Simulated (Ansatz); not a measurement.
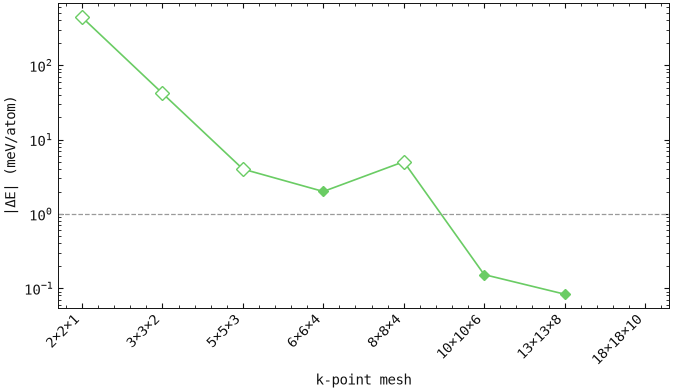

Scan of the k-point mesh.
System: Ti (P6_3/mmc, 2 atoms in the cell).
Method: Ansatz 0.2.0, DFT, LDA (PW92), plane waves (420 eV) with PAW, scalar-relativistic; Fermi–Dirac smearing of 0.1 eV.
ΔE is the free energy less its value at the densest setting, 18×18×10.
Dashed lines or grey bands mark the tolerance: 1 meV/atom.
On logarithmic panels, open markers lie below the reference value and filled ones above.

Q: From which setting is the free energy converged to 1 meV/atom?

A: The free energy is within 1 meV/atom of the densest setting's value from 10×10×6 on. It is off by 440 meV/atom at 2×2×1, 4 meV/atom at 5×5×3 and 5 meV/atom at 8×8×4 (on both sides of it).
